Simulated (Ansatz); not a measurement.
Consider P.

Input file:

```
crystal:
  lattice:
    - [3.8696532751, 0.0, 0.0]
    - [-1.9348266376, 3.3512180401, 0.0]
    - [0.0, 0.0, 5.9857311344]
  atoms:
    - { symbol: P, position: [0.0, 0.0, 0.681750367] }
    - { symbol: P, position: [0.0, 0.0, 0.318249633] }
    - { symbol: P, position: [0.6666666667, 0.3333333333, 0.5] }
basis:
  ecutwfc: 420
kpoints:
  mp_grid: { grid: [12, 12, 8] }
hamiltonian:
  xc: pbe
scf:
  occupations: { method: gaussian, width: 0.1 }
output:
  forces: true
  stress: true
  eigenvalues: true
  write_density: true
  write_potential: true
  elf: true
  volumetric_format: npy
relax:
  adjacent_minimum: "off"
  f_tol: 0.01
  max_steps: 80
  cell: { stress_tol: 0.05 }
```

Launched as:

```sh
ansatz run input.yaml --threads 1 --pin off --max-ram 2560MiB --backend cpu --events-out ev --progress --plain --runs-dir out
```

Below, planes, directions and counts refer to the conventional cell (a = 3.80 Å, b = 3.80 Å, c = 5.92 Å, α = 90.00°, β = 90.00°, γ = 120.00°).

The fields are those of the run's last geometry, not of the input's.

Space group P-6m2; a structure generated by program, which may or may not match a known phase; computed without spin polarisation.

All numbers below come from Ansatz 0.2.0, DFT PBE, scalar-relativistic, plane waves, PAW.

Q: What can the converged valence pseudo-density and electron localisation function tell about the bonding?

A: P–P (2.21 Å): the density is about 0.76 e/Å³ at the midpoint; the ELF peaks at about 0.85 between the atoms.

Q: Metal or insulator at this level of theory?

A: It is gapless in this calculation (a metal or semimetal).

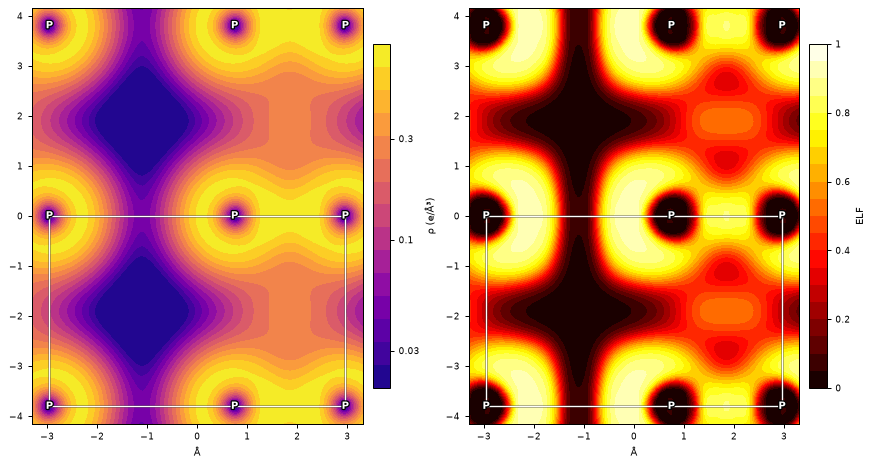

Computed valence pseudo-density and electron localisation function on the (11̄0) plane of the conventional cell, in this order. 

The density is the valence pseudo-density of a PAW calculation; it isn't the true density close to the nuclei.
